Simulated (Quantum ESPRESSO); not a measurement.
**A series of single points on Mg**

System: Mg (I4/mmm, 1 atom in the cell).
Method: Kohn-Sham DFT of a periodic cell, PBE, SSSP 1.3 efficiency PBE, no spin polarisation (Quantum ESPRESSO 7.5).

The 7 runs differ only in the geometry, by an even scaling of the cell at fixed fractional positions. The structure derives from a Materials Project entry.

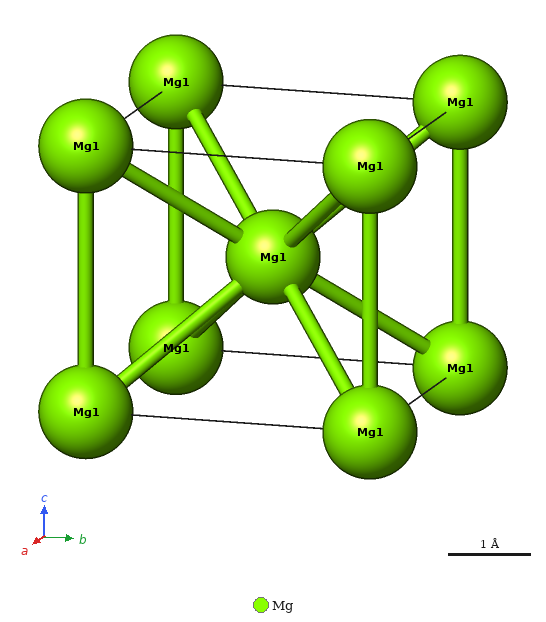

Figure 1. The structure of run 4 (ball-and-stick view of the cell 2 times as large as that of the calculation, set on its symmetry axes, seen slightly off an axis; atoms are numbered from 1 in the order of the input).

## Input of run 4
```
&CONTROL
  calculation = 'scf'
  prefix = 'pwscf'
  outdir = './tmp'
  pseudo_dir = './pseudo'
  tprnfor = .true.
  tstress = .true.
  disk_io = 'nowf'
/
&SYSTEM
  ibrav = 0
  nat = 1
  ntyp = 1
  ecutwfc = 55
  ecutrho = 440
  nbnd = 6
  occupations = 'smearing'
  smearing = 'fd'
  degauss = 0.00367493
/
&ELECTRONS
  conv_thr = 2d-10
  electron_maxstep = 120
  mixing_beta = 0.5
/
ATOMIC_SPECIES
Mg    24.3050 Mg.pbe-n-kjpaw_psl.0.3.0.UPF
CELL_PARAMETERS angstrom
  -1.8359916300    1.8359916300    1.6794040200
   1.8359916300   -1.8359916300    1.6794040200
   1.8359916300    1.8359916300   -1.6794040200
ATOMIC_POSITIONS crystal
Mg     0.0000000000    0.0000000000    0.0000000000
K_POINTS automatic
11 11 11 0 0 0
```

Command:
```bash
OMP_NUM_THREADS=1 pw.x -in pw.in > pw.out
```

Lattice vectors (Å) and fractional positions of run 4:
```
  -1.835992    1.835992    1.679404
   1.835992   -1.835992    1.679404
   1.835992    1.835992   -1.679404
Mg  0.000000  0.000000  0.000000
```

Run 6 differs from it as follows:
```diff
-  -1.8359916300    1.8359916300    1.6794040200
-   1.8359916300   -1.8359916300    1.6794040200
-   1.8359916300    1.8359916300   -1.6794040200
+  -1.8601521853    1.8601521853    1.7015039757
+   1.8601521853   -1.8601521853    1.7015039757
+   1.8601521853    1.8601521853   -1.7015039757
```

## Results, with one run withheld

| run | volume per atom (Å³) | free energy per atom, from the lowest run given (meV) | pressure (GPa) |
| --- | --- | --- | --- |
| 1 | 21.286 | 14.65 | 3.08 |
| 2 | 21.738 | 7.34 | 2.11 |
| 3 | 22.191 | 2.62 | 1.24 |
| 4 | 22.644 | 0.25 | 0.45 |
| 5 | 23.097 | 0.00 | −0.26 |
| 6 | 23.550 | ? | ? |
| 7 | 24.003 | 5.10 | −1.50 |

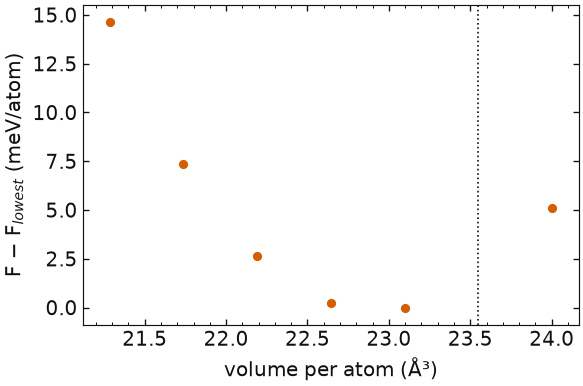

Figure 2. Free energy per atom of the runs given; the dotted line marks run 6.

Estimate the energy of run 6 from the others.

A cubic polynomial in V^(−2/3) (the Birch–Murnaghan form), fitted to the 6 runs given, misses them by under 0.01 meV per atom. With x = V^(−2/3) − 0.12561 Å⁻², it reads F = 0.92891 + 1267.2 x + 3.7515e+05 x² + 1.0634e+05 x³ (meV per atom). At run 6 it gives 1.68 meV per atom, and the run itself gives 1.68. The slope of the fit gives a pressure −dF/dV of −0.91 GPa there, and the run prints −0.91 GPa. The fit has its minimum at 22.924 Å³ per atom, where V d²F/dV² gives 35.7 GPa. Cell shape and fractional positions are held, so this is the stiffness under even scaling; the relaxed bulk modulus wasn't computed.

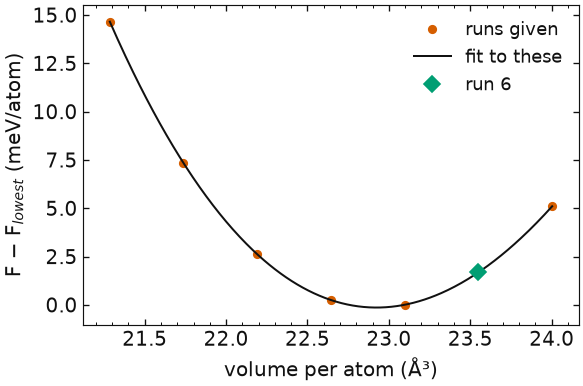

Figure 3. The fit and the withheld run.

## Some lines of the output (run 6)
```
[...]
     unit-cell volume          =     158.9229 (a.u.)^3
     number of k points=   126  Fermi-Dirac smearing, width (Ry)=  0.0037
     total energy              =     -33.61491284 Ry
     total energy              =     -33.61491226 Ry
     total energy              =     -33.61493499 Ry
     total energy              =     -33.61502601 Ry
     total energy              =     -33.61502380 Ry
     total energy              =     -33.61502384 Ry
     total energy              =     -33.61502388 Ry
     the Fermi energy is     3.4800 ev
!    total energy              =     -33.61502388 Ry
     The total energy is F=E-TS. E is the sum of the following terms:
     Computing stress (Cartesian axis) and pressure
          total   stress  (Ry/bohr**3)                   (kbar)     P=       -9.12
```
